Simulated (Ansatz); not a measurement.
# Mo14S27 (cell charge −1, with a compensating background) (cell with a defect): what the fields show

Input file:

```
crystal:
  lattice:
    - [6.2827767681, -5.4410442775, 0.0]
    - [1.5706941834, 8.1615664263, 0.0]
    - [0.0, 0.0, 12.5850876774]
  atoms:
    - { symbol: Mo, position: [0.1906371679, 0.2385022128, 0.2495173737] }
    - { symbol: Mo, position: [0.9049111316, 0.3813300079, 0.250024937] }
    - { symbol: Mo, position: [0.6192045154, 0.524229475, 0.2500316669] }
    - { symbol: Mo, position: [0.3335108792, 0.6670027419, 0.2500250566] }
    - { symbol: Mo, position: [0.0478262592, 0.809956675, 0.2500369199] }
    - { symbol: Mo, position: [0.7621361877, 0.9528605102, 0.250031394] }
    - { symbol: Mo, position: [0.4762827797, 0.095642848, 0.2500283627] }
    - { symbol: Mo, position: [0.961402844, 0.1959252455, 0.7492434575], spin: 0.333 }
    - { symbol: Mo, position: [0.6644257604, 0.3326984116, 0.7490580995] }
    - { symbol: Mo, position: [0.3766444302, 0.4719265607, 0.7503534868], spin: 0.333 }
    - { symbol: Mo, position: [0.0967957852, 0.6180490963, 0.749024671] }
    - { symbol: Mo, position: [0.8114232549, 0.76503964, 0.7490062809] }
    - { symbol: Mo, position: [0.5241683591, 0.905173421, 0.7469152032] }
    - { symbol: Mo, position: [0.237540726, 0.0531014988, 0.7514007083], spin: 0.333 }
    - { symbol: S, position: [0.9086818618, 0.3790863012, 0.6263739098] }
    - { symbol: S, position: [0.613562807, 0.5207046747, 0.626342576] }
    - { symbol: S, position: [0.3309497648, 0.6577905615, 0.6251082872] }
    - { symbol: S, position: [0.0503172436, 0.8158910994, 0.626299381] }
    - { symbol: S, position: [0.771537217, 0.9594004839, 0.6251088272] }
    - { symbol: S, position: [0.4700150867, 0.0984000773, 0.6251501763] }
    - { symbol: S, position: [0.9529598397, 0.1910139158, 0.3736773742] }
    - { symbol: S, position: [0.6667417279, 0.3337096305, 0.373957934] }
    - { symbol: S, position: [0.380825077, 0.4761694132, 0.3736792237] }
    - { symbol: S, position: [0.0954394008, 0.6193898968, 0.3739535252] }
    - { symbol: S, position: [0.8097571125, 0.7624005709, 0.3739619609] }
    - { symbol: S, position: [0.5239690376, 0.9051627248, 0.3739705654] }
    - { symbol: S, position: [0.2381341791, 0.048323791, 0.3736864951] }
    - { symbol: S, position: [0.1907945149, 0.2385439992, 0.8754829194] }
    - { symbol: S, position: [0.9042507544, 0.3788385739, 0.8730697936] }
    - { symbol: S, position: [0.6176384872, 0.525212318, 0.873030328] }
    - { symbol: S, position: [0.3366805071, 0.6670913607, 0.8723137595] }
    - { symbol: S, position: [0.0506866957, 0.8118265183, 0.8730300362] }
    - { symbol: S, position: [0.7621781616, 0.9557129145, 0.8723410995] }
    - { symbol: S, position: [0.4735980414, 0.0926998434, 0.8722956726] }
    - { symbol: S, position: [0.9522674552, 0.1908358375, 0.1259019109] }
    - { symbol: S, position: [0.6668443922, 0.3337468586, 0.1261363532] }
    - { symbol: S, position: [0.3813513555, 0.4768610844, 0.1259062726] }
    - { symbol: S, position: [0.0954052294, 0.6194730125, 0.1261454177] }
    - { symbol: S, position: [0.8096951954, 0.7623083101, 0.12615441] }
    - { symbol: S, position: [0.523972804, 0.9051696706, 0.1261830302] }
    - { symbol: S, position: [0.2383062345, 0.0478120226, 0.1259070106] }
  host:
    lattice:
      - [3.1413883816, 2.8e-09, 0.0]
      - [-1.5706941933, 2.7205221402, 0.0]
      - [0.0, 0.0, 12.5850876774]
    atoms:
      - { symbol: Mo, position: [0.6666666667, 0.3333333333, 0.25] }
      - { symbol: Mo, position: [0.3333333333, 0.6666666667, 0.75] }
      - { symbol: S, position: [0.6666666667, 0.3333333333, 0.6261196756] }
      - { symbol: S, position: [0.3333333333, 0.6666666667, 0.3738803244] }
      - { symbol: S, position: [0.6666666667, 0.3333333333, 0.8738803244] }
      - { symbol: S, position: [0.3333333333, 0.6666666667, 0.1261196756] }
total_charge: -1
basis:
  ecutwfc: 420
  xc_grid: 2
kpoints:
  mp_grid: { grid: [2, 2, 2], shift: [0.0, 0.0, 0.0] }
hamiltonian:
  xc: pbesol
scf:
  occupations: { method: gaussian, width: 0.01 }
output:
  forces: true
  stress: false
  eigenvalues: true
  populations: true
  charged_corrections:
    defect_position: [0.19047619, 0.23809524, 0.62611968]
    epsilon: [[14.9804, 0.0, 0.0], [0.0, 14.9804, 0.0], [0.0, 0.0, 6.0416]]
  write_density: true
  write_potential: true
  elf: true
  volumetric_format: npy
magnetization:
  spin_polarized: true
relax:
  adjacent_minimum: "off"
  f_tol: 0.025
  max_steps: 45
```

Run with:

```sh
ansatz run input.yaml --threads 4 --pin off --max-ram 8192MiB --backend cpu --events-out ev --progress --plain --runs-dir out
```

The fields are those of the relaxed geometry.

Spin-polarised.

Level of theory: DFT PBEsol, scalar-relativistic, plane waves, PAW in Ansatz.

Core electrons are frozen (PAW), and the valence fields are smoothed inside the atomic spheres.

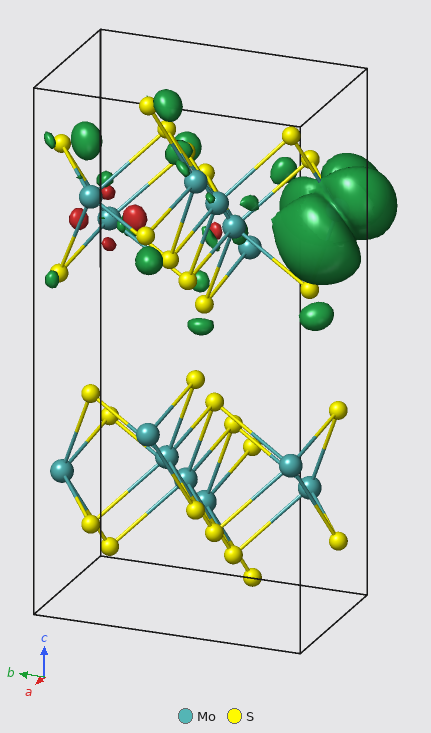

Figure 1. Isosurfaces of the magnetisation density (up minus down) at +0.008 (green) and −0.008 e/Å³ (red), seen at an oblique angle. Sticks mark near contacts.

### Describe the spin distribution.

The spin density sits on Mo: +0.3 μB in one cell of 41 atoms: with much of the spin spread outside that site. The cell of the calculation (41 atoms) carries 1.0 μB of net spin moment.

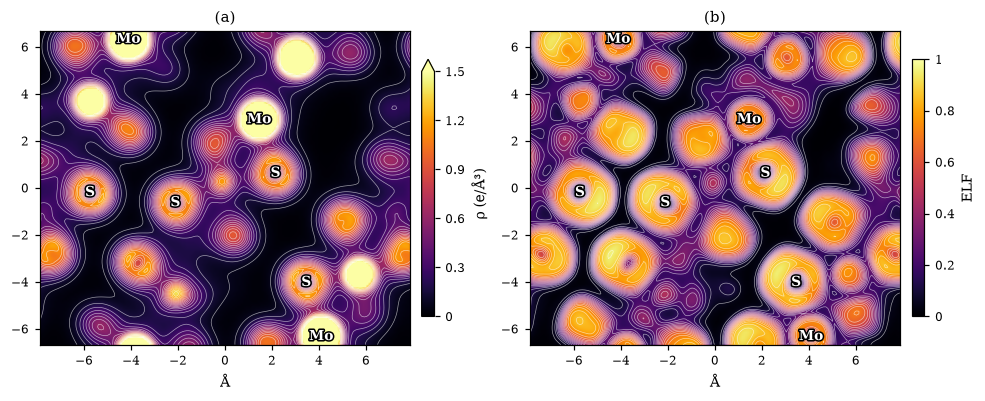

Figure 2. (a) valence electron density; (b) electron localisation function on the (111) plane of the calculation cell.

### Interpret the plot.

The section cuts through Mo and S sites. Atoms just off the plane (Mo, 0.3 Å away and S, 0.4 Å away) can leave unmarked features too. Mo–S (2.38 Å): ρ is about 0.63 e/Å³ halfway; the ELF peaks at about 0.85 in the valence shell of S, 0.8 Å from its nucleus, and is about 0.45 at the midpoint. Mo–S (2.39 Å): the density is about 0.62 e/Å³ at the midpoint; the ELF peaks at about 0.85 in the valence shell of S, 0.8 Å from its nucleus, and is about 0.45 at the midpoint. Between the atoms the lowest density in this plane is 0.005 e/Å³. The features right at Mo lie inside the PAW spheres, where the map follows smoothed inner orbitals and isn't to be read closely.

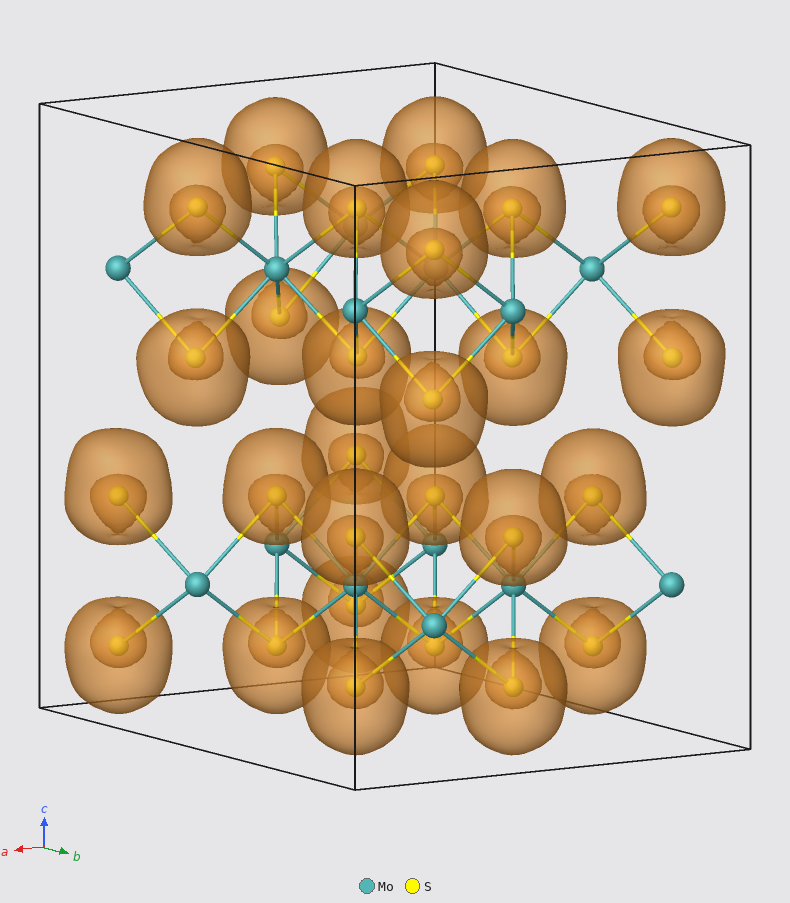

Figure 3. Isosurface of the electron localisation function at 0.7 (orange), seen at an oblique angle. Only the valence region is drawn (cores and ρ < 0.01 e/Å³ removed). Sticks mark near contacts.

### What do the ELF domains correspond to?

The ELF exceeds this value in 27 regions wrapped around S (the valence shell of each), counted in one cell of 41 atoms. Any copies at cell faces, edges or corners count once. Profiles from the grid: Mo–S (2.36 Å): the ELF peaks at about 0.85 in the valence shell of S, 0.8 Å from its nucleus, and is about 0.45 at the midpoint. Mo–S (2.40 Å): the ELF peaks at about 0.85 in the valence shell of S, 0.8 Å from its nucleus, and is about 0.45 at the midpoint.
